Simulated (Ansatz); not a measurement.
System IrO2 (space group P4_2/mnm, No. 136); source of the atomic positions: the end point of a relaxation with DFT PBE+D3(BJ), scalar-relativistic, plane waves, PAW in Ansatz.

```cif
data_structure
_symmetry_space_group_name_H-M 'P4_2/mnm'
_symmetry_Int_Tables_number 136
_cell_length_a 4.5029
_cell_length_b 4.5029
_cell_length_c 3.1722
_cell_angle_alpha 90.000
_cell_angle_beta 90.000
_cell_angle_gamma 90.000
_cell_volume 64.32
loop_
_atom_site_label
_atom_site_type_symbol
_atom_site_symmetry_multiplicity
_atom_site_Wyckoff_symbol
_atom_site_fract_x
_atom_site_fract_y
_atom_site_fract_z
_atom_site_occupancy
Ir1 Ir 2 a 0.50000 0.50000 0.50000 1
O1 O 4 f 0.69147 0.69147 0.00000 1
```

Bonds are taken as Ir–O below 2.3 Å; no other contact counts. Simplification: prune 0- and 1-connected atoms, fold 2-connected ones into links.

Derive the underlying net.

The result is a binodal (3,6)-connected, three-periodic net: O is a 3-connected node; Ir is a 6-connected node, in the ratio 2:1. It is the rtl net, known from rutile. It is a single net, without interpenetration.

```json
{"node": "O", "links": "3", "point symbol": "4·6²", "coordination sequence": "3 14 19 62 51 144 99 254"}
{"node": "Ir", "links": "6", "point symbol": "4²·6¹⁰·8³", "coordination sequence": "6 10 38 34 102 74 198 130"}
```

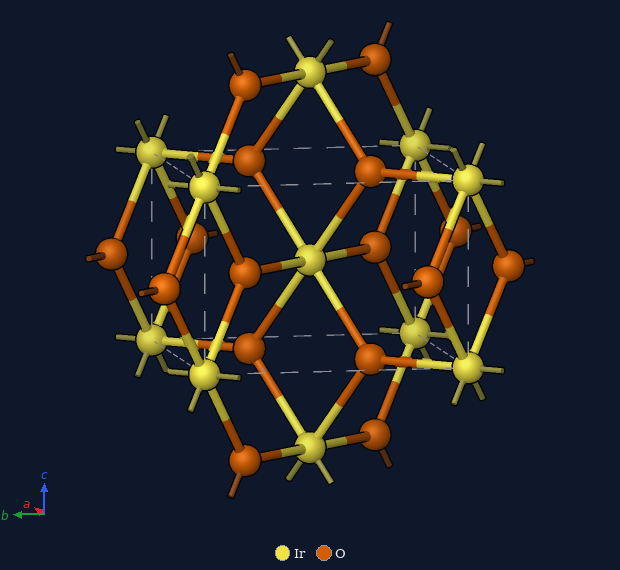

Nodes are coloured by topological kind. Edges to nodes outside the piece are drawn as stubs.
